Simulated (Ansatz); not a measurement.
**From SnO to SnO**

System: SnO (P4/nmm, 4 atoms in the cell).
Method of the first run: DFT PBE+D3(BJ), scalar-relativistic, plane waves, PAW, PAW set soft_1, no spin polarisation (Ansatz 0.2.0).
System of the second run: SnO (slab, 4 atoms in the cell).

On the first run: The structure derives from an entry of the Crystallography Open Database. On the second run: The structure derives from an entry of the Crystallography Open Database. Text and figures count atoms from 1; the logs count them from 0 in places.

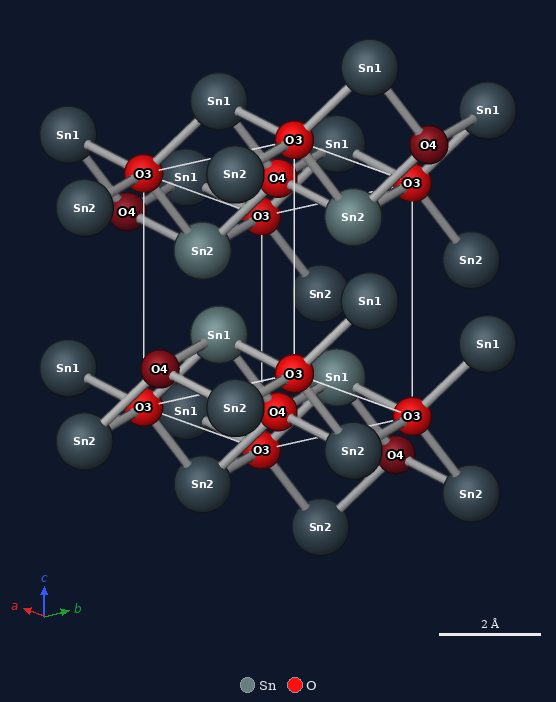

**Figure 1.** The input geometry (ball-and-stick view of the cell of the calculation, seen at an oblique angle; neighbours outside the cell are drawn fainter; atoms are numbered from 1 in the order of the input). An atom can appear more than once, as a periodic image. Near neighbours in the periodic cell (some may lie outside the picture): Sn has 4 O at 2.22 Å; O has 4 Sn at 2.22 Å.

### The input, the first run
```yaml
crystal:
  lattice:
    - [3.802, 0.0, 0.0]
    - [0.0, 3.802, 0.0]
    - [0.0, 0.0, 4.836]
  atoms:
    - { symbol: Sn, position: [0.0, 0.5, 0.2385] }
    - { symbol: Sn, position: [0.5, 0.0, 0.7615] }
    - { symbol: O, position: [0.0, 0.0, 0.0] }
    - { symbol: O, position: [0.5, 0.5, 0.0] }
basis:
  ecutwfc: 420
kpoints:
  mp_grid: { grid: [6, 6, 4] }
hamiltonian:
  xc: pbe
  pseudopotentials: { kind: paw, azcp: { folder: soft_1 } }
  dispersion: d3bj
scf:
  occupations: { method: gaussian, width: 0.1 }
output:
  forces: true
  stress: true
  eigenvalues: true
```

Launched with:
```bash
ansatz run input.yaml --threads 1 --pin off --max-ram 3072MiB --backend cpu --events-out ev --progress --plain --runs-dir out
```

Hardware: 1 thread of Arm Neoverse V1, 24 GiB of memory available, shared host.

### Output, shortened to warnings, some set-up lines, iterations and results (the first run)
```
Basis set: ecut = 420 eV, 1361 PW (Γ), exchange–correlation on 54×54×72 points (8 copies of the dense FFT grid, shifted against one another)
Symmetry: 16 space group operations
k-points: 30 of 144
Initial density: superposition of atomic densities (chi_scale 0.1, normalization cell, long waves kept (reshape's long-wave potential 0.16 eV rms))
[...]
SCF iter   1: F=—  HF=-13185.001742 eV  |F-HF|=—  |Δ(HF+E_count)|=         —  Δρ=4.77e-2  dr2=2.15e0  ethr=3.10e-3  ⟨swp⟩=5.8  Hψ=3331  notcnv=0
SCF iter   2: F=—  HF=-13184.530032 eV  |F-HF|=—  |Δ(HF+E_count)|=   4.72e-1  Δρ=2.15e-2  dr2=4.44e-1  ethr=3.10e-3  ⟨swp⟩=3.1  Hψ=1631  notcnv=0
SCF iter   3: F=—  HF=-13184.462454 eV  |F-HF|=—  |Δ(HF+E_count)|=   6.76e-2  Δρ=6.50e-3  dr2=2.48e-2  ethr=1.11e-3  ⟨swp⟩=2.8  Hψ=1545  notcnv=0
SCF iter   4: F=—  HF=-13184.467255 eV  |F-HF|=—  |Δ(HF+E_count)|=   4.80e-3  Δρ=1.95e-3  dr2=2.95e-3  ethr=6.21e-5  ⟨swp⟩=2.0  Hψ=1542  notcnv=0
SCF iter   5: F=—  HF=-13184.467654 eV  |F-HF|=—  |Δ(HF+E_count)|=   3.99e-4  Δρ=5.23e-4  dr2=2.04e-4  ethr=7.38e-6  ⟨swp⟩=2.0  Hψ=987  notcnv=0
SCF iter   6: F=—  HF=-13184.467926 eV  |F-HF|=—  |Δ(HF+E_count)|=   2.72e-4  Δρ=1.10e-4  dr2=1.07e-5  ethr=5.10e-7  ⟨swp⟩=2.3  Hψ=1116  notcnv=0
SCF iter   7: F=—  HF=-13184.467925 eV  |F-HF|=—  |Δ(HF+E_count)|=   2.66e-7  Δρ=3.54e-5  dr2=9.20e-7  ethr=2.67e-8  ⟨swp⟩=2.1  Hψ=1006  notcnv=0
SCF iter   8: F=-13184.467926 eV  HF=-13184.467926 eV  |F-HF|=1.62e-8  |Δ(HF+E_count)|=   4.76e-7  Δρ=8.95e-6  dr2=6.11e-8  ethr=2.50e-10  ⟨swp⟩=7.6  Hψ=3801  notcnv=0
SCF 1 converged in 8 iterations: F = -13184.467926 eV  dr2 = 6.11e-8
SCF converged after 8 iterations
Free energy (F): -13184.467926 eV
Harris-Foulkes:  -13184.467926 eV  (|F-HF|=1.62e-8)
Internal energy: -13184.466255 eV  (E = F + TS)
E sigma→0 (E₀):  -13184.467090 eV
Entropy (-TS):   -0.001671 eV (-0.418 meV/atom)
Fermi energy:    10.098129 eV
--- Per-component energies (eV) ---
  E_band       = -181.661344
  E_kinetic    = 673.370974
  E_local      = -2975.260829  (includes V_loc(G=0)·N_el)
  E_nonlocal   = 395.269050
  E_hartree    = 1400.556453
  E_xc         = -395.020396
  E_vxc        = -343.239881  (∫ρ·V_xc dr)
  E_paw        = -9064.056218  (= ΣΔE_a)
  E_vpaw       = -732.919601  (= ΣTr[D̂ρ^β])
  E_aug_tail   = 0.002063  (compensation charges beyond the density's cutoff)
  E_ewald      = -3218.386202
  E_disp       = -0.941149  (pairwise vdW)
  E_smearing   = -0.001671  (= −TS)
  E_closure    = -0.000000  (closes the sum)
  Σ components = -13184.467926   (vs F -13184.467926, Δ=0.00e0)
--- Forces (eV/Å), atoms counted from 1 ---
  atom   1  Sn     0.00000000     0.00000000     0.37561015
  atom   2  Sn     0.00000000     0.00000000    -0.37561015
  atom   3  O      0.00000000     0.00000000     0.00000000
  atom   4  O      0.00000000     0.00000000    -0.00000000
  max |Σ_I F_I| component: 0.00e0 eV/Å
--- Stress (GPa, compression-positive) ---
        2.277621       0.000000       0.000000
        0.000000       2.277621       0.000000
        0.000000       0.000000       1.196838
  P = ⅓ Tr σ = 1.9174 GPa (19.174 kbar)
```

The input of the second run differs as follows (lines with − go, lines with + come):
```diff
-    - [3.802, 0.0, 0.0]
-    - [0.0, 3.802, 0.0]
-    - [0.0, 0.0, 4.836]
+    - [3.8363721119, 0.0, 0.0]
+    - [0.0, 3.8363721119, 0.0]
+    - [0.0, 0.0, 30.6319093377]
-    - { symbol: Sn, position: [0.0, 0.5, 0.2385] }
-    - { symbol: Sn, position: [0.5, 0.0, 0.7615] }
-    - { symbol: O, position: [0.0, 0.0, 0.0] }
-    - { symbol: O, position: [0.5, 0.5, 0.0] }
+    - { symbol: Sn, position: [0.5, 0.0, 0.462197024] }
+    - { symbol: O, position: [0.0, 0.0, 0.5] }
+    - { symbol: O, position: [0.5, 0.5, 0.5] }
+    - { symbol: Sn, position: [0.0, 0.5, 0.537802976] }
+  periodic: [true, true, false]
-  mp_grid: { grid: [6, 6, 4] }
+  mp_grid: { grid: [6, 6, 1] }
```

What does this change do to the results?

The total energies belong to different systems, so their difference says nothing on which is more stable or more accurate. A gap of 3.04 eV opens on the mesh, where the first run has none. The largest force goes from 0.376 to 0.327 eV/Å. The SCF takes 11 iterations against 8. The irreducible k-points go from 30 to 10. The plane waves at Γ go from 1361 to 8871. On the same kind of shared host the second run took about 3 times as long. The two runs start from different initial densities, which also moves the count.

### Output, shortened to warnings, some set-up lines, iterations and results (the second run)
```
Basis set: ecut = 420 eV, 8871 PW (Γ), exchange–correlation on 54×54×432 points (8 copies of the dense FFT grid, shifted against one another)
Symmetry: 16 space group operations
k-points: 10 of 36
Initial density: superposition of atomic densities (neutral atoms: chi_scale 0, normalization atom)
[...]
SCF iter   1: F=—  HF=-13188.015999 eV  |F-HF|=—  |Δ(HF+E_count)|=         —  Δρ=5.56e-2  dr2=1.64e1  ethr=3.10e-3  ⟨swp⟩=8.8  Hψ=1417  notcnv=0
SCF iter   2: F=—  HF=-13186.205586 eV  |F-HF|=—  |Δ(HF+E_count)|=    1.81e0  Δρ=5.30e-2  dr2=1.17e1  ethr=3.10e-3  ⟨swp⟩=6.5  Hψ=854  notcnv=0
SCF iter   3: F=—  HF=-13184.035193 eV  |F-HF|=—  |Δ(HF+E_count)|=    2.17e0  Δρ=8.68e-3  dr2=3.76e-1  ethr=3.10e-3  ⟨swp⟩=5.5  Hψ=736  notcnv=0
SCF iter   4: F=—  HF=-13183.992276 eV  |F-HF|=—  |Δ(HF+E_count)|=   4.29e-2  Δρ=3.68e-3  dr2=9.24e-2  ethr=9.41e-4  ⟨swp⟩=3.7  Hψ=483  notcnv=0
SCF iter   5: F=—  HF=-13183.978142 eV  |F-HF|=—  |Δ(HF+E_count)|=   1.41e-2  Δρ=1.26e-3  dr2=1.36e-2  ethr=2.31e-4  ⟨swp⟩=2.0  Hψ=344  notcnv=0
SCF iter   6: F=—  HF=-13183.975762 eV  |F-HF|=—  |Δ(HF+E_count)|=   2.38e-3  Δρ=3.17e-4  dr2=6.51e-4  ethr=3.40e-5  ⟨swp⟩=3.3  Hψ=487  notcnv=0
SCF iter   7: F=—  HF=-13183.975777 eV  |F-HF|=—  |Δ(HF+E_count)|=   1.53e-5  Δρ=2.76e-4  dr2=6.83e-4  ethr=1.63e-6  ⟨swp⟩=2.7  Hψ=482  notcnv=0
SCF iter   8: F=—  HF=-13183.975626 eV  |F-HF|=—  |Δ(HF+E_count)|=   1.51e-4  Δρ=6.11e-5  dr2=2.85e-5  ethr=1.63e-6  ⟨swp⟩=2.0  Hψ=280  notcnv=0
SCF iter   9: F=—  HF=-13183.975511 eV  |F-HF|=—  |Δ(HF+E_count)|=   1.15e-4  Δρ=1.57e-5  dr2=8.00e-7  ethr=7.12e-8  ⟨swp⟩=3.7  Hψ=557  notcnv=0
SCF iter  10: F=—  HF=-13183.975511 eV  |F-HF|=—  |Δ(HF+E_count)|=   2.07e-7  Δρ=6.36e-6  dr2=1.79e-7  ethr=2.50e-10  ⟨swp⟩=12.5  Hψ=1715  notcnv=0
SCF iter  11: F=-13183.975511 eV  HF=-13183.975511 eV  |F-HF|=1.78e-9  |Δ(HF+E_count)|=   4.64e-8  Δρ=8.09e-7  dr2=2.31e-9  ethr=2.50e-10  ⟨swp⟩=5.9  Hψ=993  notcnv=0
SCF 1 converged in 11 iterations: F = -13183.975511 eV  dr2 = 2.31e-9
SCF converged after 11 iterations
Free energy (F): -13183.975511 eV
Harris-Foulkes:  -13183.975511 eV  (|F-HF|=1.78e-9)
Internal energy: -13183.975511 eV  (E = F + TS)
E sigma→0 (E₀):  -13183.975511 eV
Fermi energy:    -3.860217 eV
--- Per-component energies (eV) ---
  E_band       = -743.730208
  E_kinetic    = 671.274480
  E_local      = -66091.873181  (includes V_loc(G=0)·N_el)
  E_nonlocal   = 395.093685
  E_hartree    = 32677.616790
  E_xc         = -394.118982
  E_vxc        = -341.790661  (∫ρ·V_xc dr)
  E_paw        = -9063.156725  (= ΣΔE_a)
  E_vpaw       = -731.672463  (= ΣTr[D̂ρ^β])
  E_aug_tail   = 0.002077  (compensation charges beyond the density's cutoff)
  E_ewald      = 28621.731777
  E_disp       = -0.545430  (pairwise vdW)
  E_smearing   = -0.000000  (= −TS)
  E_closure    = 0.000000  (closes the sum)
  Σ components = -13183.975511   (vs F -13183.975511, Δ=0.00e0)
--- Forces (eV/Å), atoms counted from 1 ---
  atom   1  Sn     0.00000000     0.00000000    -0.32744879
  atom   2  O      0.00000000     0.00000000     0.00000000
  atom   3  O      0.00000000     0.00000000    -0.00000000
  atom   4  Sn    -0.00000000     0.00000000     0.32744879
  max |Σ_I F_I| component: 1.67e-16 eV/Å
--- 2D stress c σ (N/m, compression-positive) ---
        0.133516       0.000000       0.000000
        0.000000       0.133516       0.000000
        0.000000       0.000000       0.000000
  P = ½ c Tr σ = 0.1335 N/m
```

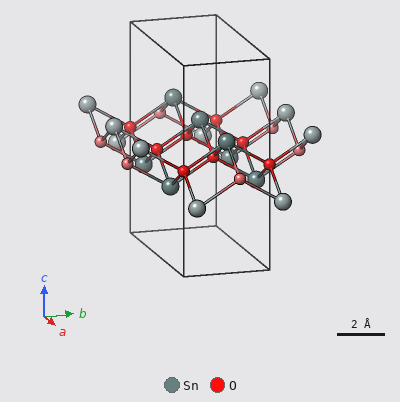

**Figure 2.** The input structure of the second run (ball-and-stick view of the 2 × 1 repeat of the cell, with the vacuum cut short, seen slightly off an axis; neighbours outside the cell are drawn fainter). An atom can appear more than once, as a periodic image.

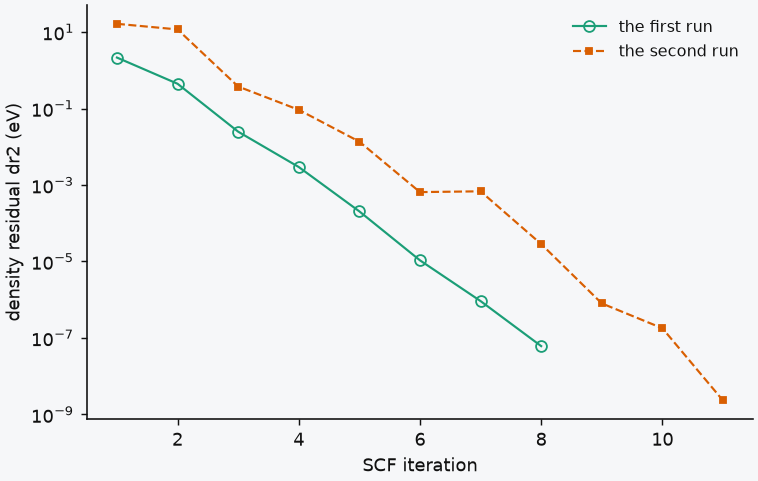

**Figure 3.** Convergence of the two runs: density residual dr2 against the SCF iteration. The first run takes 8 iterations in all, and the second run takes 11.

### The two runs side by side

| quantity | the first run | the second run |
| --- | --- | --- |
| outcome | converged | converged |
| free energy per atom (eV) | −3296.1170 | −3295.9939 |
| energy per atom, smearing taken to zero (eV) | −3296.1168 | −3295.9939 |
| gap on the mesh (eV) | 0.00 | 3.04 |
| pressure (GPa) | 1.92 | – |
| volume per atom (Å³) | 17.48 | – |
| largest force (eV/Å) | 0.376 | 0.327 |
| SCF iterations | 8 | 11 |
| irreducible k-points | 30 | 10 |
| plane waves at Γ | 1361 | 8871 |
| work function (eV) | – | 3.86 |
| wall time (shared host) | 3.3 s | 10 s |
